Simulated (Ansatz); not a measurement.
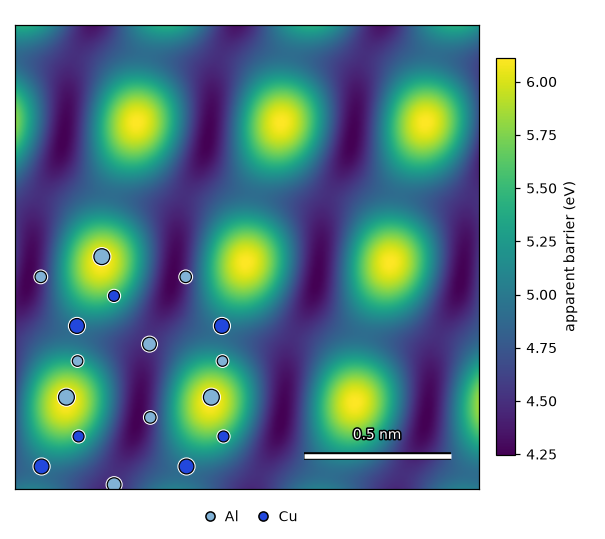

Map of the apparent barrier height, 0.952 eV Å² × (d ln I/dz)², 3.8 Å above Al2Cu(101) (I4/mcm bulk, 7 atomic planes (those closer than 0.6 Å count as one), 12 Å, Al2Cu-terminated) at −0.25 V; lighter colours are higher.

Images follow the Tersoff–Hamann model: the current is the local density of the sample's states between the Fermi level and the bias, at the tip's centre. Bias windows are sharp sums over the levels of the k mesh.

These are results of DFT PBE, scalar-relativistic, plane waves, PAW (Ansatz), not measurements. Cutoff 420 eV, 12 × 12 k-points, Gaussian smearing 0.1 eV, dipole correction. The slab is a cut without reconstruction beyond its cell, at the source's lattice constants, with its lower half held fixed and the rest relaxed. No spin polarisation. The run couldn't confirm all of its levels under its output density. The run warns that the functional's potential is rough in the thin density of the vacuum, where the tip is; weak contrasts and barriers may feel it.

> Where is the apparent barrier highest and lowest, and over what range?

It is highest, 6.1 eV, over the top Al atoms, and lowest, 4.2 eV, over the sites above the Al atoms 1.8 Å below the top plane. The vacuum level lies 4.52 eV above zero bias.
